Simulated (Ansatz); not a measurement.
**Geometry relaxation, with input and output: GeSi₅ (part 1 of 2)**

The run: geometry relaxation of GeSi₅ (P-62m, 6 atoms in the cell). Method and program: DFT PBE, scalar-relativistic, plane waves, PAW, no spin polarisation (Ansatz 0.2.0).

The structure was made by a generator, so it may or may not be a known phase. Figures and captions count atoms from 1; the log counts them from 0 in places.

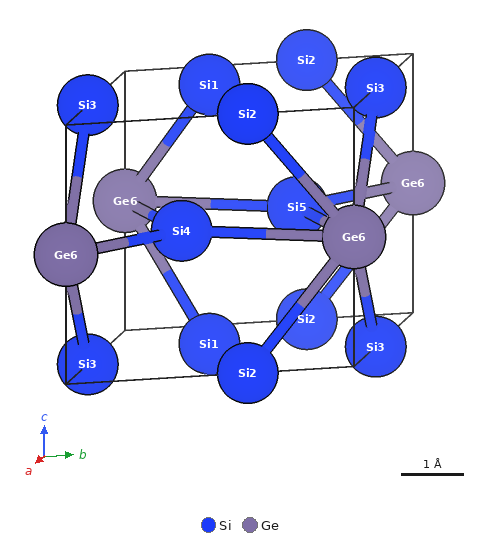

The input geometry (ball-and-stick view of the cell of the calculation, seen slightly off an axis; atoms are numbered from 1 in the order of the input). An atom can appear more than once, as a periodic image.

### Key numbers

- outcome: converged
- space group (tolerance 0.01 Å): P-62m (189)
- electrons treated: 34
- free energy: −7470.8868 eV
- Fermi energy: 10.580 eV
- gap on the k-point mesh: none (metallic)
- pressure: 0.00 GPa
- final volume: 92.60 Å³
- largest force (length of the vector) at the end: 0.001 eV/Å
- final cell: a = 4.910 Å, b = 4.910 Å, c = 4.436 Å, α = 90.00°, β = 90.00°, γ = 120.00°
- hardware: 1 thread of AMD EPYC (Zen 3), 189 GiB of memory available, shared host
- wall time: 5.9 min
- peak memory: 0.52 GiB

### Input file
```yaml
crystal:
  lattice:
    - [4.9859064409, -2.9e-09, 0.0]
    - [-2.4929532179, 4.3179216401, 0.0]
    - [0.0, 0.0, 4.31782295]
  atoms:
    - { symbol: Si, position: [0.3688050552, 0.3688050552, 0.0] }
    - { symbol: Si, position: [0.0, 0.6311949448, 0.0] }
    - { symbol: Si, position: [0.6311949448, 0.0, 0.0] }
    - { symbol: Si, position: [0.6666666667, 0.3333333333, 0.5] }
    - { symbol: Si, position: [0.3333333333, 0.6666666667, 0.5] }
    - { symbol: Ge, position: [0.0, 0.0, 0.5] }
basis:
  ecutwfc: 420
kpoints:
  mp_grid: { grid: [12, 12, 10] }
hamiltonian:
  xc: pbe
scf:
  occupations: { method: gaussian, width: 0.1 }
output:
  forces: true
  stress: true
  eigenvalues: true
  write_density: true
  write_potential: true
  elf: true
  volumetric_format: npy
relax:
  adjacent_minimum: "off"
  f_tol: 0.01
  max_steps: 80
  cell: { stress_tol: 0.05 }
```

Command:
```bash
ansatz run input.yaml --threads 1 --pin off --max-ram 2560MiB --backend cpu --events-out ev --progress --plain --runs-dir out
```

### What the program printed
```
Engine: ansatz 0.2.0, x86_64-unknown-linux-gnu
Pseudopotentials: kind: paw
Pseudopotential: Si, paw, valence charge 4, recommended cutoff 420 eV (normal), Si.paw.azcp
Pseudopotential: Ge, paw, valence charge 14, recommended cutoff 420 eV (normal), Ge.paw.azcp
Functional definition: PBE
  parameter kappa = 0.804
  parameter beta = 0.06672455060314922
  exchange = pbe_x(kappa = kappa, mu = beta*pi^2/3)
  correlation = pbe_c(beta = beta)
Crystal: 6 atoms, lattice volume = 92.957 Å³
Basis set: ecut = 420 eV, 1833 PW (Γ), exchange–correlation on 72×72×60 points (8 copies of the dense FFT grid, shifted against one another)
Bands: 23, of which v1, the nominal top of the filled ones, is band 17 counted from 1 (16 counted from 0)
Symmetry: 12 space group operations
Space group: P-62m (ITA 189), of the structure as read, at distance tolerance 4.5e-5 Å
k-points: 114 of 1440 (time reversal used)
Non-local potential: Si, projectors of the file, l = 0: 2, l = 1: 2, l = 2: 2
Non-local potential: Ge, projectors of the file, l = 0: 2, l = 1: 2, l = 2: 3, l = 3: 1
PAW form: soft (Blöchl's): semilocal exchange-correlation on the pseudo side does not see the compensation charge
PAW one-centre angular grid: Si, 110 points (default); XC on 64 Gauss nodes
PAW one-centre angular grid: Ge, 590 points (default); XC on 64 Gauss nodes
Initial density: superposition of atomic densities (neutral atoms: chi_scale 0, normalization atom), corrected by the library's trained network
Initial wavefunctions: pseudopotential atomic-orbital guess
Functional: x = pbe(κ = 0.804, μ = 0.2195149727645171), c = pbe(β = 0.06672455060314922)
SCF iter   1: F=—  HF=-7470.852561 eV  |F-HF|=—  |Δ(HF+E_count)|=         —  Δρ=2.65e-3  dr2=5.15e-3  ethr=1.77e-3  ⟨swp⟩=6.3  Hψ=13688  notcnv=0
preconditioner: auto → Kerker (q_TF=auto, 2.307 Å⁻¹)  [metal: Δε(μ)=0.038 eV  Ē_g=7.746 eV  σ=0.100 eV  W_gap=0.20  n_scr=20 (ndim 8)  ℏωp=18.9 eV  f_vac=0.000  D(μ)=2.11/eV (n_scr^D=8)]
SCF iter   2: F=—  HF=-7470.853198 eV  |F-HF|=—  |Δ(HF+E_count)|=   6.37e-4  Δρ=1.56e-3  dr2=1.57e-3  ethr=1.51e-5  ⟨swp⟩=2.3  Hψ=5382  notcnv=0
SCF iter   3: F=—  HF=-7470.853789 eV  |F-HF|=—  |Δ(HF+E_count)|=   5.91e-4  Δρ=5.51e-4  dr2=2.08e-4  ethr=4.61e-6  ⟨swp⟩=3.0  Hψ=4436  notcnv=0
SCF iter   4: F=—  HF=-7470.853586 eV  |F-HF|=—  |Δ(HF+E_count)|=   2.02e-4  Δρ=1.41e-4  dr2=1.09e-5  ethr=6.10e-7  ⟨swp⟩=2.0  Hψ=4401  notcnv=0
SCF iter   5: F=—  HF=-7470.853581 eV  |F-HF|=—  |Δ(HF+E_count)|=   5.32e-6  Δρ=2.67e-5  dr2=4.06e-7  ethr=3.20e-8  ⟨swp⟩=2.0  Hψ=4451  notcnv=0
SCF iter   6: F=-7470.853581 eV  HF=-7470.853581 eV  |F-HF|=9.36e-9  |Δ(HF+E_count)|=   2.71e-7  Δρ=3.83e-6  dr2=1.03e-8  ethr=2.94e-10  ⟨swp⟩=10.9  Hψ=18715  notcnv=0
SCF 1 converged in 6 iterations: F = -7470.853581 eV  dr2 = 1.03e-8
  greatest PAW one-centre occupation: 0.998 electrons in one spin orbital (limit 2), on the Ge atom at site 5 (counted from 0), in its partial waves of l = 2
relax step   1: F+E_penalty+E_count = -7470.85358124 eV  Δ(F+E_penalty+E_count) = +0.000e0 eV  max|allowed force component| = 9.863e-3 eV/Å  Δτ_max = 0.0000 Å  P = +0.066 GPa  Ω = 92.957 Å³  (6 SCF iters, dr2 threshold 1.00e-7 eV, accepted)
Crystal: 6 atoms, lattice volume = 92.390 Å³
Basis set: ecut = 420 eV, 1785 PW (Γ), exchange–correlation on 72×72×60 points (8 copies of the dense FFT grid, shifted against one another)
Initial density: handed on by an earlier stage of this run
Initial wavefunctions: those handed on with the density
iter 1 solved again at ethr=4.37e-6 eV; its pass at ethr=3.10e-3 eV (dr2=1.49e-3 eV) is discarded
SCF iter   1: F=—  HF=-7470.877698 eV  |F-HF|=—  |Δ(HF+E_count)|=         —  Δρ=1.25e-3  dr2=1.57e-3  ethr=4.37e-6  ⟨swp⟩=1.3  Hψ=16230  notcnv=0
preconditioner: auto → Kerker (q_TF=auto, 2.310 Å⁻¹)  [metal: Δε(μ)=0.009 eV  Ē_g=7.768 eV  σ=0.100 eV  W_gap=0.05  n_scr=20 (ndim 8)  ℏωp=18.9 eV  f_vac=0.000  D(μ)=2.22/eV (n_scr^D=20)]
SCF iter   2: F=—  HF=-7470.877424 eV  |F-HF|=—  |Δ(HF+E_count)|=   2.74e-4  Δρ=7.92e-4  dr2=6.27e-4  ethr=4.37e-6  ⟨swp⟩=1.0  Hψ=2622  notcnv=0
SCF iter   3: F=—  HF=-7470.877251 eV  |F-HF|=—  |Δ(HF+E_count)|=   1.74e-4  Δρ=5.18e-5  dr2=1.36e-6  ethr=1.84e-6  ⟨swp⟩=2.5  Hψ=4020  notcnv=0
SCF iter   4: F=—  HF=-7470.877262 eV  |F-HF|=—  |Δ(HF+E_count)|=   1.18e-5  Δρ=2.13e-5  dr2=2.22e-7  ethr=1.76e-9  ⟨swp⟩=10.2  Hψ=20763  notcnv=0
SCF iter   5: F=-7470.877262 eV  HF=-7470.877262 eV  |F-HF|=2.59e-9  |Δ(HF+E_count)|=   2.43e-7  Δρ=5.95e-6  dr2=2.33e-8  ethr=6.52e-10  ⟨swp⟩=7.7  Hψ=15674  notcnv=0
SCF 2 converged in 5 iterations: F = -7470.877262 eV  dr2 = 2.33e-8
relax step   2: F+E_penalty+E_count = -7470.87726208 eV  Δ(F+E_penalty+E_count) = -2.368e-2 eV  max|allowed force component| = 1.525e-2 eV/Å  Δτ_max = 0.0101 Å  P = +0.331 GPa  Ω = 92.390 Å³  energy of the carried Pulay correction = +1.046e-4 eV  (5 SCF iters, dr2 threshold 6.00e-7 eV, accepted)
Crystal: 6 atoms, lattice volume = 94.060 Å³
Basis set: ecut = 420 eV, 1845 PW (Γ), exchange–correlation on 72×72×60 points (8 copies of the dense FFT grid, shifted against one another)
iter 1 solved again at ethr=3.96e-5 eV; its pass at ethr=3.10e-3 eV (dr2=1.35e-2 eV) is discarded
SCF iter   1: F=—  HF=-7470.870130 eV  |F-HF|=—  |Δ(HF+E_count)|=         —  Δρ=2.94e-3  dr2=1.38e-2  ethr=3.96e-5  ⟨swp⟩=1.0  Hψ=17538  notcnv=0
preconditioner: auto → Kerker (q_TF=auto, 2.303 Å⁻¹)  [metal: Δε(μ)=0.009 eV  Ē_g=7.670 eV  σ=0.100 eV  W_gap=0.05  n_scr=20 (ndim 8)  ℏωp=18.8 eV  f_vac=0.000  D(μ)=2.75/eV (n_scr^D=20)]
SCF iter   2: F=—  HF=-7470.867295 eV  |F-HF|=—  |Δ(HF+E_count)|=   2.84e-3  Δρ=1.83e-3  dr2=5.04e-3  ethr=3.96e-5  ⟨swp⟩=1.0  Hψ=2622  notcnv=0
SCF iter   3: F=—  HF=-7470.865755 eV  |F-HF|=—  |Δ(HF+E_count)|=   1.54e-3  Δρ=2.68e-4  dr2=3.56e-5  ethr=1.48e-5  ⟨swp⟩=2.7  Hψ=4121  notcnv=0
SCF iter   4: F=—  HF=-7470.865787 eV  |F-HF|=—  |Δ(HF+E_count)|=   3.22e-5  Δρ=1.09e-4  dr2=1.13e-5  ethr=1.05e-7  ⟨swp⟩=2.0  Hψ=4542  notcnv=0
SCF iter   5: F=—  HF=-7470.865786 eV  |F-HF|=—  |Δ(HF+E_count)|=   1.30e-6  Δρ=2.78e-5  dr2=6.23e-7  ethr=3.33e-8  ⟨swp⟩=2.2  Hψ=4511  notcnv=0
SCF iter   6: F=-7470.865786 eV  HF=-7470.865786 eV  |F-HF|=2.53e-9  |Δ(HF+E_count)|=  7.58e-10  Δρ=4.08e-6  dr2=1.26e-8  ethr=1.76e-9  ⟨swp⟩=9.6  Hψ=19002  notcnv=0
SCF 3 converged in 6 iterations: F = -7470.865786 eV  dr2 = 1.26e-8
relax step   3: F+E_penalty+E_count = -7470.86578600 eV  Δ(F+E_penalty+E_count) = +1.148e-2 eV  max|allowed force component| = 2.056e-2 eV/Å  Δτ_max = 0.0353 Å  P = -1.422 GPa  Ω = 94.060 Å³  energy of the carried Pulay correction = -2.161e-4 eV  (6 SCF iters, dr2 threshold 6.00e-7 eV, rejected (line search))
Crystal: 6 atoms, lattice volume = 92.126 Å³
iter 1 solved again at ethr=1.10e-5 eV; its pass at ethr=3.10e-3 eV (dr2=3.73e-3 eV) is discarded
SCF iter   1: F=—  HF=-7470.885330 eV  |F-HF|=—  |Δ(HF+E_count)|=         —  Δρ=1.43e-3  dr2=3.85e-3  ethr=1.10e-5  ⟨swp⟩=2.0  Hψ=16138  notcnv=0
preconditioner: auto → Kerker (q_TF=auto, 2.311 Å⁻¹)  [metal: Δε(μ)=0.027 eV  Ē_g=7.779 eV  σ=0.100 eV  W_gap=0.15  n_scr=20 (ndim 8)  ℏωp=19.0 eV  f_vac=0.000  D(μ)=2.03/eV (n_scr^D=8)]
SCF iter   2: F=—  HF=-7470.884498 eV  |F-HF|=—  |Δ(HF+E_count)|=   8.32e-4  Δρ=8.84e-4  dr2=1.35e-3  ethr=1.10e-5  ⟨swp⟩=1.0  Hψ=2623  notcnv=0
SCF iter   3: F=—  HF=-7470.884088 eV  |F-HF|=—  |Δ(HF+E_count)|=   4.10e-4  Δρ=1.66e-4  dr2=1.50e-5  ethr=3.96e-6  ⟨swp⟩=2.6  Hψ=4270  notcnv=0
SCF iter   4: F=—  HF=-7470.884110 eV  |F-HF|=—  |Δ(HF+E_count)|=   2.21e-5  Δρ=6.35e-5  dr2=3.84e-6  ethr=4.40e-8  ⟨swp⟩=2.0  Hψ=4526  notcnv=0
SCF iter   5: F=—  HF=-7470.884110 eV  |F-HF|=—  |Δ(HF+E_count)|=   1.07e-7  Δρ=1.20e-5  dr2=1.23e-7  ethr=1.13e-8  ⟨swp⟩=2.9  Hψ=4560  notcnv=0
SCF iter   6: F=—  HF=-7470.884106 eV  |F-HF|=—  |Δ(HF+E_count)|=   3.40e-6  Δρ=1.85e-6  dr2=2.69e-9  ethr=3.62e-10  ⟨swp⟩=2.3  Hψ=4000  notcnv=0
SCF iter   7: F=-7470.884106 eV  HF=-7470.884106 eV  |F-HF|=3.64e-11  |Δ(HF+E_count)|=  6.00e-11  Δρ=2.40e-7  dr2=5.77e-11  ethr=1.00e-12  ⟨swp⟩=4.5  Hψ=13269  notcnv=0
the search or the solves at the SCF's close seem to have found levels that the self-consistency loop had missed (the run counts 3). By its estimate they hold under 1e-12 electrons; where the run keeps them, the occupations were computed again with them
SCF 4 converged in 7 iterations: F = -7470.884106 eV  dr2 = 5.77e-11
relax step   4: F+E_penalty+E_count = -7470.88410639 eV  Δ(F+E_penalty+E_count) = -6.844e-3 eV  max|allowed force component| = 3.354e-3 eV/Å  Δτ_max = 0.0205 Å  P = +0.344 GPa  Ω = 92.126 Å³  energy of the carried Pulay correction = +1.513e-4 eV  (7 SCF iters, accepted)
Crystal: 6 atoms, lattice volume = 92.474 Å³
iter 1 solved again at ethr=1.05e-6 eV; its pass at ethr=3.10e-3 eV (dr2=3.58e-4 eV) is discarded
SCF iter   1: F=—  HF=-7470.886784 eV  |F-HF|=—  |Δ(HF+E_count)|=         —  Δρ=6.05e-4  dr2=4.11e-4  ethr=1.05e-6  ⟨swp⟩=2.1  Hψ=15801  notcnv=0
preconditioner: auto → Kerker (q_TF=auto, 2.309 Å⁻¹)  [metal: Δε(μ)=0.018 eV  Ē_g=7.763 eV  σ=0.100 eV  W_gap=0.10  n_scr=20 (ndim 8)  ℏωp=18.9 eV  f_vac=0.000  D(μ)=1.92/eV (n_scr^D=8)]
SCF iter   2: F=—  HF=-7470.886736 eV  |F-HF|=—  |Δ(HF+E_count)|=   4.77e-5  Δρ=3.77e-4  dr2=1.59e-4  ethr=1.05e-6  ⟨swp⟩=1.0  Hψ=2622  notcnv=0
SCF iter   3: F=-7470.886687 eV  HF=-7470.886687 eV  |F-HF|=1.22e-7  |Δ(HF+E_count)|=   4.88e-5  Δρ=2.78e-5  dr2=4.36e-7  ethr=1.76e-9  ⟨swp⟩=8.6  Hψ=21199  notcnv=0
SCF 5 converged in 3 iterations: F = -7470.886687 eV  dr2 = 4.36e-7
relax step   5: F+E_penalty+E_count = -7470.88668701 eV  Δ(F+E_penalty+E_count) = -2.581e-3 eV  max|allowed force component| = 4.136e-4 eV/Å  Δτ_max = 0.0070 Å  P = +0.118 GPa  Ω = 92.474 Å³  energy of the carried Pulay correction = +8.638e-5 eV  (3 SCF iters, dr2 threshold 6.00e-7 eV, accepted)
Crystal: 6 atoms, lattice volume = 92.652 Å³
iter 1 solved again at ethr=4.58e-8 eV; its pass at ethr=3.10e-3 eV (dr2=1.56e-5 eV) is discarded
SCF iter   1: F=—  HF=-7470.886689 eV  |F-HF|=—  |Δ(HF+E_count)|=         —  Δρ=1.05e-4  dr2=1.77e-5  ethr=4.58e-8  ⟨swp⟩=2.1  Hψ=15390  notcnv=0
preconditioner: auto → Kerker (q_TF=auto, 2.308 Å⁻¹)  [metal: Δε(μ)=0.015 eV  Ē_g=7.753 eV  σ=0.100 eV  W_gap=0.09  n_scr=20 (ndim 8)  ℏωp=18.9 eV  f_vac=0.000  D(μ)=1.93/eV (n_scr^D=8)]
SCF iter   2: F=—  HF=-7470.886715 eV  |F-HF|=—  |Δ(HF+E_count)|=   2.60e-5  Δρ=6.17e-5  dr2=5.87e-6  ethr=4.58e-8  ⟨swp⟩=1.0  Hψ=2623  notcnv=0
SCF iter   3: F=-7470.886713 eV  HF=-7470.886713 eV  |F-HF|=1.83e-8  |Δ(HF+E_count)|=   1.95e-6  Δρ=6.82e-6  dr2=3.99e-8  ethr=3.31e-10  ⟨swp⟩=7.1  Hψ=16818  notcnv=0
SCF 6 converged in 3 iterations: F = -7470.886713 eV  dr2 = 3.99e-8
relax step   6: F+E_penalty+E_count = -7470.88671339 eV  Δ(F+E_penalty+E_count) = -2.638e-5 eV  max|allowed force component| = 2.120e-3 eV/Å  Δτ_max = 0.0007 Å  P = -0.047 GPa  Ω = 92.652 Å³  energy of the carried Pulay correction = +5.238e-5 eV  (3 SCF iters, dr2 threshold 1.13e-7 eV, accepted)
Crystal: 6 atoms, lattice volume = 92.602 Å³
iter 1 solved again at ethr=7.45e-9 eV; its pass at ethr=3.10e-3 eV (dr2=2.53e-6 eV) is discarded
SCF iter   1: F=—  HF=-7470.886705 eV  |F-HF|=—  |Δ(HF+E_count)|=         —  Δρ=3.26e-5  dr2=2.75e-6  ethr=7.45e-9  ⟨swp⟩=2.1  Hψ=15168  notcnv=0
preconditioner: auto → Kerker (q_TF=auto, 2.309 Å⁻¹)  [metal: Δε(μ)=0.009 eV  Ē_g=7.756 eV  σ=0.100 eV  W_gap=0.05  n_scr=20 (ndim 8)  ℏωp=18.9 eV  f_vac=0.000  D(μ)=1.92/eV (n_scr^D=8)]
SCF iter   2: F=—  HF=-7470.886734 eV  |F-HF|=—  |Δ(HF+E_count)|=   2.91e-5  Δρ=1.92e-5  dr2=8.87e-7  ethr=7.45e-9  ⟨swp⟩=1.3  Hψ=2902  notcnv=0
SCF iter   3: F=—  HF=-7470.886733 eV  |F-HF|=—  |Δ(HF+E_count)|=   2.72e-7  Δρ=4.55e-6  dr2=1.48e-8  ethr=2.61e-9  ⟨swp⟩=2.6  Hψ=4259  notcnv=0
SCF iter   4: F=-7470.886733 eV  HF=-7470.886733 eV  |F-HF|=1.06e-9  |Δ(HF+E_count)|=   1.07e-8  Δρ=1.84e-6  dr2=2.73e-9  ethr=3.30e-11  ⟨swp⟩=7.0  Hψ=13750  notcnv=0
SCF 7 converged in 4 iterations: F = -7470.886733 eV  dr2 = 2.73e-9
relax step   7: F+E_penalty+E_count = -7470.88673348 eV  Δ(F+E_penalty+E_count) = -2.009e-5 eV  max|allowed force component| = 6.219e-4 eV/Å  Δτ_max = 0.0006 Å  P = +0.002 GPa  Ω = 92.602 Å³  energy of the carried Pulay correction = +6.194e-5 eV  (4 SCF iters, dr2 threshold 1.12e-8 eV, accepted)
Initial wavefunctions: pseudopotential atomic-orbital guess (no wavefunctions were taken with the density)
iter 1 solved again at ethr=2.17e-7 eV; its pass at ethr=3.10e-3 eV (dr2=7.36e-5 eV) is discarded
SCF iter   1: F=—  HF=-7470.886473 eV  |F-HF|=—  |Δ(HF+E_count)|=         —  Δρ=3.39e-4  dr2=2.27e-6  ethr=2.17e-7  ⟨swp⟩=2.6  Hψ=19538  notcnv=0
preconditioner: auto → Kerker (q_TF=auto, 2.309 Å⁻¹)  [metal: Δε(μ)=0.009 eV  Ē_g=7.756 eV  σ=0.100 eV  W_gap=0.05  n_scr=20 (ndim 8)  ℏωp=18.9 eV  f_vac=0.000  D(μ)=1.93/eV (n_scr^D=8)]
SCF iter   2: F=—  HF=-7470.886761 eV  |F-HF|=—  |Δ(HF+E_count)|=   2.88e-4  Δρ=1.72e-4  dr2=5.84e-7  ethr=6.69e-9  ⟨swp⟩=1.0  Hψ=2627  notcnv=0
SCF iter   3: F=—  HF=-7470.886835 eV  |F-HF|=—  |Δ(HF+E_count)|=   7.42e-5  Δρ=1.46e-6  dr2=5.85e-10  ethr=1.72e-9  ⟨swp⟩=1.0  Hψ=2622  notcnv=0
SCF iter   4: F=—  HF=-7470.886835 eV  |F-HF|=—  |Δ(HF+E_count)|=   1.94e-9  Δρ=5.80e-7  dr2=1.30e-10  ethr=1.00e-12  ⟨swp⟩=7.1  Hψ=14006  notcnv=0
SCF iter   5: F=-7470.886835 eV  HF=-7470.886835 eV  |F-HF|=2.00e-11  |Δ(HF+E_count)|=  5.46e-11  Δρ=2.58e-7  dr2=2.72e-11  ethr=1.00e-12  ⟨swp⟩=5.0  Hψ=10394  notcnv=0
SCF 8 converged in 5 iterations: F = -7470.886835 eV  dr2 = 2.72e-11
relax step   8: F+E_penalty+E_count = -7470.88683500 eV  Δ(F+E_penalty+E_count) = -1.015e-4 eV  max|allowed force component| = 5.702e-4 eV/Å  Δτ_max = 0.0000 Å  P = +0.004 GPa  Ω = 92.602 Å³  stress off target by 2.59e-2 GPa  SCF on the basis re-selected at this cell (its energy is not comparable with the rows above)  (5 SCF iters)
```

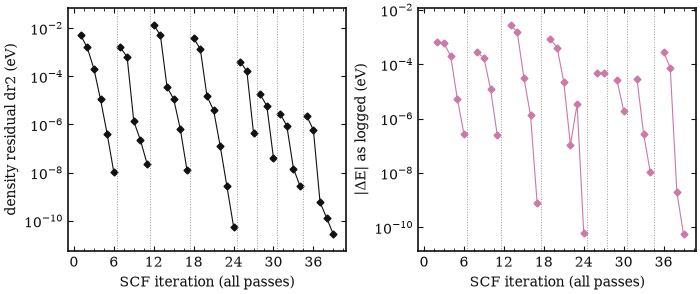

Convergence of the self-consistent field: density residual dr2 and size of the energy change against the SCF iteration. The dotted lines part the SCF passes of the relaxation: geometry steps, rejected trials and re-solves on a re-selected basis. The 8 passes take 3 to 7 iterations each, 39 in all.
